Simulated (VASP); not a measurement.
**Single-point calculation of HgSe**

HgSe (F-43m, 2 atoms in the cell), computed with DFT, plane waves, PAW, settings varied from a PBEsol run (VASP 6.6.1).

The structure was built on a prototype by a generator. The geometry comes from this level: r2SCAN.

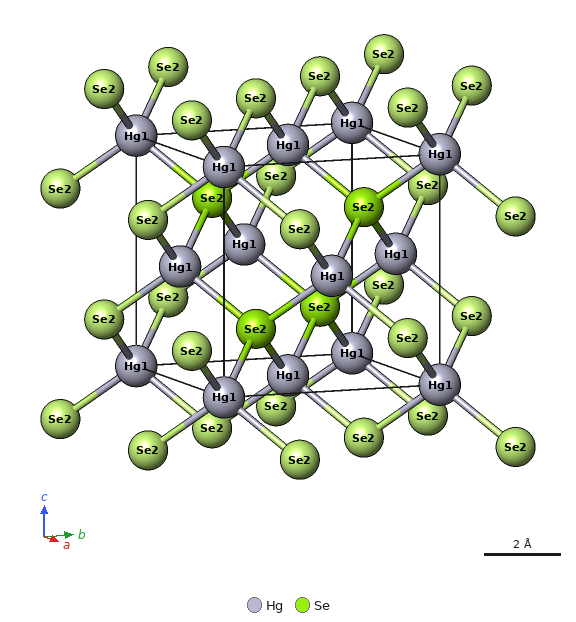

Figure 1. The structure as given in the input (ball-and-stick view of the cell 4 times as large as that of the calculation, set on its symmetry axes, seen at an oblique angle; neighbours outside the cell are drawn fainter; atoms are numbered from 1 in the order of the input). Near neighbours in the crystal (not all of them lie inside the picture): Hg has 4 Se at 2.68 Å; Se has 4 Hg at 2.68 Å.

### Results in brief

- outcome: converged
- space group (tolerance 0.01 Å): F-43m (216)
- electrons treated: 18
- free energy: −4.8061 eV
- Fermi energy: 1.153 eV
- band gap: none (metallic)
- pressure: −0.96 GPa
- largest force (length of the vector): under 0.001 eV/Å
- hardware: 1 CPU thread, shared host
- wall time: 18 s
- peak memory: 0.21 GiB

### Notes

Settings chosen away from the usual ones: ALGO = VeryFast. Spin–orbit coupling is left out, which matters for Hg.

### INCAR
```
ENCUT = 520.000000
SIGMA = 0.020000
EDIFF = 1.00e-07
GGA = PS
PREC = Accurate
IBRION = -1
ISIF = 2
ISMEAR = -1
NBANDS = 16
NELM = 120
NSW = 0
LASPH = .TRUE.
LCHARG = .FALSE.
LWAVE = .FALSE.
LREAL = .FALSE.
ALGO = VeryFast
```

### KPOINTS
```
KPOINTS created by Atomic Simulation Environment
0
Gamma
8 8 8
0 0 0
```

### POSCAR
```
Hg Se
 1.0000000000000000
    -0.0000000000000000    3.0926650950901058    3.0926650950901058
     3.0926650950901058    0.0000000000000000    3.0926650950901058
     3.0926650950901058    3.0926650950901058    0.0000000000000000
 Hg  Se
   1   1
Cartesian
  0.0000000000000000  0.0000000000000000 -0.0000000000000000
  1.5463325475450529  1.5463325475450529  1.5463325475450529
```

Launch command:
```bash
mpirun -np 1 vasp_std
```

### OSZICAR
```
N       E                     dE             d eps       ncg     rms          rms(c)
RMM:   1     0.172374113952E+03    0.17237E+03   -0.53501E+03   464   0.804E+02
RMM:   2     0.373679083733E+02   -0.13501E+03   -0.13036E+03   464   0.194E+02
RMM:   3     0.119647985634E+01   -0.36171E+02   -0.28104E+02   464   0.834E+01
RMM:   4    -0.425414652301E+01   -0.54506E+01   -0.38171E+01   464   0.351E+01
RMM:   5    -0.500520386764E+01   -0.75106E+00   -0.50734E+00   464   0.130E+01
RMM:   6    -0.510119165415E+01   -0.95988E-01   -0.72347E-01   464   0.475E+00
RMM:   7    -0.511382594669E+01   -0.12634E-01   -0.10925E-01   464   0.187E+00
RMM:   8    -0.511571466044E+01   -0.18887E-02   -0.17339E-02   464   0.752E-01
RMM:   9    -0.511601226286E+01   -0.29760E-03   -0.28312E-03  1140   0.308E-01
RMM:  10    -0.511607415278E+01   -0.61890E-04   -0.59146E-04  1122   0.138E-01
RMM:  11    -0.511608112561E+01   -0.69728E-05   -0.64881E-05  1130   0.481E-02
RMM:  12    -0.511608262598E+01   -0.15004E-05   -0.14713E-05  1119   0.221E-02    0.696E+00
RMM:  13    -0.482688882696E+01    0.28919E+00   -0.51055E-01  1810   0.463E+00    0.547E+00
RMM:  14    -0.480905953659E+01    0.17829E-01   -0.15286E-02  1435   0.640E-01    0.257E+00
RMM:  15    -0.480604993638E+01    0.30096E-02   -0.37904E-03  1133   0.656E-01    0.102E-01
RMM:  16    -0.480604152016E+01    0.84162E-05   -0.44604E-04  1076   0.170E-01    0.421E-02
RMM:  17    -0.480605717003E+01   -0.15650E-04   -0.46345E-05  1089   0.658E-02    0.306E-02
RMM:  18    -0.480605952253E+01   -0.23525E-05   -0.92743E-06  1066   0.260E-02    0.932E-03
RMM:  19    -0.480605983353E+01   -0.31100E-06   -0.14229E-06  1101   0.118E-02    0.211E-03
RMM:  20    -0.480605976688E+01    0.66646E-07   -0.19641E-07   823   0.379E-03
   1 F= -.48060598E+01 E0= -.48059833E+01  d E =-.152880E-03
```

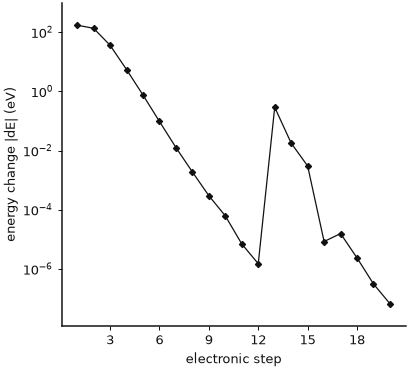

Figure 2. Convergence of the self-consistent field: energy change |dE| against the electronic step. It takes 20 electronic steps.

### Parts of OUTCAR
```
k-points           NKPTS =     29   k-points in BZ     NKDIM =     29   number of bands    NBANDS=     16

   NELECT =      18.0000    total number of electrons

   dimension x,y,z NGX =    36 NGY =   36 NGZ =   36
   dimension x,y,z NGXF=    72 NGYF=   72 NGZF=   72

  energy-cutoff  :      520.00
  volume of cell :       59.16
      direct lattice vectors                 reciprocal lattice vectors
     0.000000000  3.092665095  3.092665095    -0.161672856  0.161672856  0.161672856
     3.092665095  0.000000000  3.092665095     0.161672856 -0.161672856  0.161672856
     3.092665095  3.092665095  0.000000000     0.161672856  0.161672856 -0.161672856

 k-points in reciprocal lattice and weights: KPOINTS created by Atomic Simulation Env
   0.00000000  0.00000000  0.00000000       0.002
   0.12500000  0.00000000  0.00000000       0.016
   0.25000000  0.00000000  0.00000000       0.016
   0.37500000  0.00000000  0.00000000       0.016
   0.50000000  0.00000000  0.00000000       0.008
   0.12500000  0.12500000  0.00000000       0.012
   0.25000000  0.12500000  0.00000000       0.047
   0.37500000  0.12500000  0.00000000       0.047
   0.50000000  0.12500000  0.00000000       0.047
  -0.37500000  0.12500000  0.00000000       0.047
  -0.25000000  0.12500000  0.00000000       0.047
  -0.12500000  0.12500000  0.00000000       0.023
   0.25000000  0.25000000  0.00000000       0.012
   0.37500000  0.25000000  0.00000000       0.047
   0.50000000  0.25000000  0.00000000       0.047
  -0.37500000  0.25000000  0.00000000       0.047
  -0.25000000  0.25000000  0.00000000       0.023
   0.37500000  0.37500000  0.00000000       0.012
   0.50000000  0.37500000  0.00000000       0.047
  -0.37500000  0.37500000  0.00000000       0.023
   0.50000000  0.50000000  0.00000000       0.006
   0.37500000  0.25000000  0.12500000       0.047
   0.50000000  0.25000000  0.12500000       0.094
  -0.37500000  0.25000000  0.12500000       0.047
   0.50000000  0.37500000  0.12500000       0.047
  -0.37500000  0.37500000  0.12500000       0.094
  -0.25000000  0.37500000  0.12500000       0.047
  -0.37500000  0.50000000  0.12500000       0.023
  -0.25000000  0.50000000  0.25000000       0.012

 E-fermi :   1.1526

 k-point     1 :       0.0000    0.0000    0.0000
  band No.  band energies     occupation
      1     -12.0062      2.00000
      2      -5.7417      2.00000
      3      -5.7417      2.00000
      4      -5.7417      2.00000
      5      -5.0738      2.00000
      6      -5.0738      2.00000
      7       0.0452      2.00000
      8       1.1385      1.33712
      9       1.1385      1.33712
     10       1.1385      1.33712
     11       6.6170      0.00000
     12       6.6170      0.00000
     13       6.6170      0.00000
     14       9.3541      0.00000
     15      12.3209      0.00000
     16      12.7558      0.00000

 k-point     2 :       0.1250    0.0000    0.0000
  band No.  band energies     occupation
      1     -11.9463      2.00000
      2      -5.7140      2.00000
      3      -5.7140      2.00000
      4      -5.7132      2.00000
      5      -5.0757      2.00000
      6      -5.0757      2.00000
      7      -0.7577      2.00000
      8       0.9933      1.99930
      9       0.9933      1.99930
     10       1.6801      0.00000
     11       6.2478      0.00000
     12       6.8212      0.00000
     13       6.8212      0.00000
     14      10.3476      0.00000
     15      11.4705      0.00000
     16      11.4708      0.00000

 k-point     3 :       0.2500    0.0000    0.0000
  band No.  band energies     occupation
      1     -11.7974      2.00000
      2      -5.6527      2.00000
      3      -5.6527      2.00000
      4      -5.5764      2.00000
      5      -5.0710      2.00000
      6      -5.0710      2.00000
      7      -2.0483      2.00000
      8       0.6685      2.00000
      9       0.6685      2.00000
     10       2.1169      0.00000
     11       6.3945      0.00000
     12       7.1855      0.00000
     13       7.1855      0.00000
     14      10.5237      0.00000
     15      11.1774      0.00000
     16      11.1774      0.00000

 k-point     4 :       0.3750    0.0000    0.0000
  band No.  band energies     occupation
      1     -11.6425      2.00000
      2      -5.6027      2.00000
      3      -5.6027      2.00000
      4      -5.2255      2.00000
      5      -5.0482      2.00000
      6      -5.0482      2.00000
      7      -3.3098      2.00000
      8       0.3681      2.00000
      9       0.3681      2.00000
     10       2.1800      0.00000
     11       7.3217      0.00000
     12       7.3343      0.00000
     13       7.3343      0.00000
     14      10.1645      0.00000
     15      11.8714      0.00000
     16      11.8714      0.00000

 k-point     5 :       0.5000    0.0000    0.0000
  band No.  band energies     occupation
      1     -11.5766      2.00000
      2      -5.5864      2.00000
      3      -5.5864      2.00000
      4      -5.0321      2.00000
      5      -5.0321      2.00000
      6      -4.7902      2.00000
      7      -4.0892      2.00000
      8       0.2483      2.00000
      9       0.2483      2.00000
     10       2.1627      0.00000
     11       7.3386      0.00000
     12       7.3386      0.00000
     13       7.9144      0.00000
     14      10.1825      0.00000
     15      12.7929      0.00000
     16      14.2536      0.00000

 [... the levels of 23 k-points are left out ...]

 k-point    29 :      -0.2500    0.5000    0.2500
  band No.  band energies     occupation
      1     -11.4332      2.00000
      2      -5.4703      2.00000
      3      -5.3868      2.00000
      4      -5.1345      2.00000
      5      -5.1244      2.00000
      6      -4.5383      2.00000
      7      -3.9193      2.00000
      8      -1.3785      2.00000
      9      -1.1211      2.00000
     10       4.5793      0.00000
     11       6.2042      0.00000
     12       7.0893      0.00000
     13       8.5096      0.00000
     14      10.9834      0.00000
     15      13.3372      0.00000
     16      13.5276      0.00000

  Total       -0.3561617     -0.3561617     -0.3561617      0.0000000      0.0000000      0.0000000
  in kB       -9.6455964     -9.6455964     -9.6455964      0.0000000      0.0000000      0.0000000
  external PRESSURE =      -9.6455964 kB  Pullay stress =       0.0000000 kB

 POSITION                                       TOTAL-FORCE (eV/Angst)
 -----------------------------------------------------------------------------------
      0.00000      0.00000      0.00000        -0.000000     -0.000000      0.000000
      1.54633      1.54633      1.54633         0.000000      0.000000     -0.000000
 -----------------------------------------------------------------------------------
    total drift:                               -0.000000     -0.000000      0.000000

  FREE ENERGIE OF THE ION-ELECTRON SYSTEM (eV)
  ---------------------------------------------------
  free  energy   TOTEN  =        -4.8060597669 eV

  energy  without entropy=       -4.8059068866  energy(sigma->0) =       -4.80598333
```
